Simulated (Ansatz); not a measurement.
# Zr$_{8}$O$_{15}$ (cell charge +1, with a compensating background) (cell with a defect): what the fields show

Input file:

```
crystal:
  lattice:
    - [-4.2511902112, 0.0, -5.2149596251]
    - [5.12821134, 5.2112573467, -0.0073772887]
    - [5.12821134, -5.2112573467, -0.0073772887]
  atoms:
    - { symbol: Zr, position: [0.2108532971, 0.445698137, 0.4865034806], spin: 0.333 }
    - { symbol: Zr, position: [0.2102929834, 0.9433737927, 0.9868761422] }
    - { symbol: Zr, position: [0.7105919973, 0.4895331317, 0.9462286931] }
    - { symbol: Zr, position: [0.7108860776, 0.9880685383, 0.4432158666] }
    - { symbol: Zr, position: [0.293537995, 0.0131109062, 0.5588096568], spin: 0.333 }
    - { symbol: Zr, position: [0.2907116094, 0.5128751772, 0.0576869265] }
    - { symbol: Zr, position: [0.7892566647, 0.0543758347, 0.0104862951] }
    - { symbol: Zr, position: [0.7856982612, 0.5511789041, 0.5130254272], spin: 0.333 }
    - { symbol: O, position: [0.1562926221, 0.1952765788, 0.0257754271] }
    - { symbol: O, position: [0.651476988, 0.0247795223, 0.6924313408] }
    - { symbol: O, position: [0.6602939034, 0.5341175395, 0.1993832693] }
    - { symbol: O, position: [0.9790587978, 0.3925600972, 0.1372717156] }
    - { symbol: O, position: [0.9831204035, 0.8892963884, 0.6297686199] }
    - { symbol: O, position: [0.5216935537, 0.3621258001, 0.6098228505] }
    - { symbol: O, position: [0.5228987488, 0.8651454342, 0.1084641693] }
    - { symbol: O, position: [0.479414334, 0.1364779528, 0.8943424734] }
    - { symbol: O, position: [0.4760108113, 0.6404932225, 0.396102387] }
    - { symbol: O, position: [0.0221000782, 0.1077148727, 0.3643768303] }
    - { symbol: O, position: [0.0216423754, 0.6059748002, 0.8671810261] }
    - { symbol: O, position: [0.3460563604, 0.4787234308, 0.8053861149] }
    - { symbol: O, position: [0.3384686173, 0.9643511482, 0.3037812628] }
    - { symbol: O, position: [0.8439883523, 0.8055954864, 0.9685303388] }
    - { symbol: O, position: [0.847386484, 0.3089382662, 0.4708317442] }
  host:
    lattice:
      - [5.12821134, 0.0, -0.0073772887]
      - [0.0, 5.2112573467, 0.0]
      - [-0.8770211288, 0.0, 5.2223369138]
    atoms:
      - { symbol: Zr, position: [0.7228106479, 0.9567564881, 0.7906129006] }
      - { symbol: Zr, position: [0.7228106479, 0.5432435119, 0.2906129006] }
      - { symbol: Zr, position: [0.2771893521, 0.4567564881, 0.7093870994] }
      - { symbol: Zr, position: [0.2771893521, 0.0432435119, 0.2093870994] }
      - { symbol: O, position: [0.0700263037, 0.1634336988, 0.8412523246] }
      - { symbol: O, position: [0.0700263037, 0.3365663012, 0.3412523246] }
      - { symbol: O, position: [0.551385392, 0.2577270971, 0.0203441744] }
      - { symbol: O, position: [0.448614608, 0.7577270971, 0.4796558256] }
      - { symbol: O, position: [0.551385392, 0.2422729029, 0.5203441744] }
      - { symbol: O, position: [0.448614608, 0.7422729029, 0.9796558256] }
      - { symbol: O, position: [0.9299736963, 0.6634336988, 0.6587476754] }
      - { symbol: O, position: [0.9299736963, 0.8365663012, 0.1587476754] }
total_charge: 1
basis:
  ecutwfc: 420
  xc_grid: 2
kpoints:
  mp_grid: { grid: [2, 2, 2], shift: [0.5, 0.5, 0.5] }
hamiltonian:
  xc: pbesol
scf:
  occupations: { method: gaussian, width: 0.02 }
  lower_state_search: "off"
output:
  forces: true
  stress: false
  eigenvalues: true
  populations: true
  charged_corrections:
    defect_position: [0.15874768, 0.69610384, 0.53267014]
    epsilon: [[23.2215, 0.0, 1.1992], [0.0, 21.386, 0.0], [1.1992, 0.0, 17.0449]]
  write_density: true
  write_potential: true
  elf: true
  volumetric_format: npy
magnetization:
  spin_polarized: true
relax:
  adjacent_minimum: "off"
  f_tol: 0.03
  max_steps: 40
```

Run with:

```sh
ansatz run input.yaml --threads 8 --pin off --max-ram 16384MiB --backend cpu --events-out ev --progress --plain --runs-dir out
```

The fields are those of the run's last geometry, not of the input's.

The program warned that a starting moment wasn't kept; spin-polarised, but the moments vanished.

Computed with Ansatz, DFT PBEsol, scalar-relativistic, plane waves, PAW.

The density is the valence pseudo-density of a PAW calculation; it isn't the true density close to the nuclei.

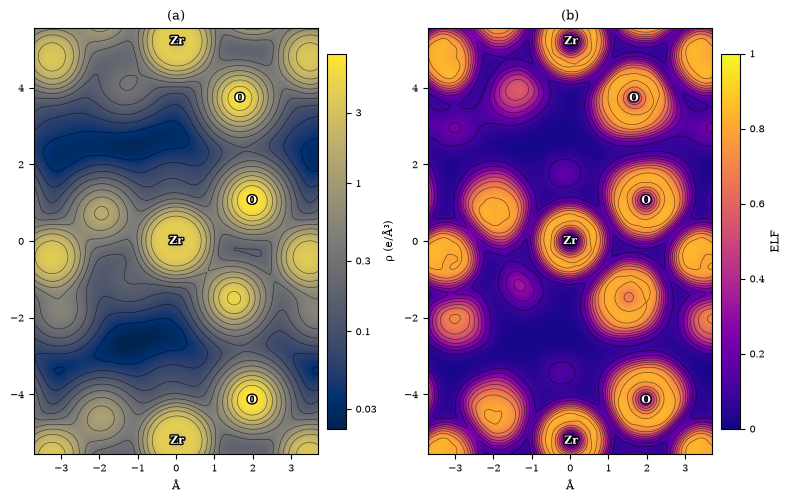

Figure 1. (a) valence charge density (pseudo); (b) electron localisation function on the (011) plane of the calculation cell.

Describe what can be read from this map.

Answer.
- The section cuts through Zr and O sites.
- Atoms just off the plane (Zr, 0.5 Å away and O, 0.4 Å away) can leave unmarked features too.
- Zr–O (2.24 Å): ρ at the midpoint is about 0.49 e/Å³; the ELF peaks at about 0.85 in the valence shell of O, 0.6 Å from its nucleus, and drops to about 0.15 between the two atoms: no shared electron pair shows on this line.
- Zr–O (2.25 Å): ρ is about 0.47 e/Å³ halfway; the ELF peaks at about 0.85 in the valence shell of O, 0.6 Å from its nucleus, and drops to about 0.15 between the two atoms: no shared electron pair shows on this line.
- Between the atoms the lowest density in this plane is 0.02 e/Å³.
- The features right at Zr lie inside the PAW spheres, where the map follows smoothed inner orbitals and isn't to be read closely.

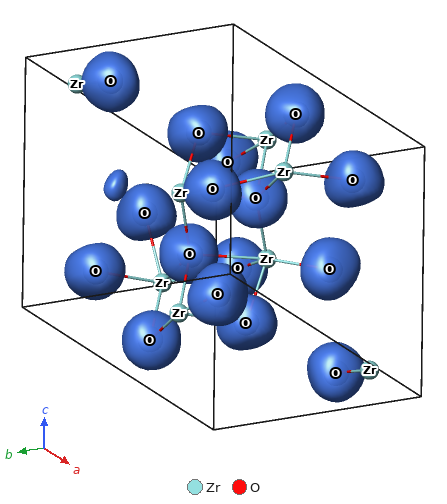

Figure 2. Isosurface of the electron localisation function at 0.7 (blue), seen at an oblique angle. Core shells and regions of very low density are left out. Sticks mark near contacts.

What do the ELF domains correspond to?

Answer. The surface consists of 15 regions wrapped around O (the valence shell of each) and one pocket between the atoms, centred on no nucleus (multi-centre or interstitial), counted in one cell of 23 atoms. Regions shared between cells count once. Profiles from the grid: Zr–O (2.04 Å): the ELF peaks at about 0.85 in the valence shell of O, 0.6 Å from its nucleus, and drops to about 0.25 between the two atoms (no localised pair shows between them). Zr–O (2.08 Å): the ELF peaks at about 0.85 in the valence shell of O, 0.6 Å from its nucleus, and drops to about 0.20 between the two atoms; no shared electron pair shows on this line.

Does the calculation make it a metal, or give it a gap?

Answer. It is metallic or semimetallic at this level of theory: no gap opens.
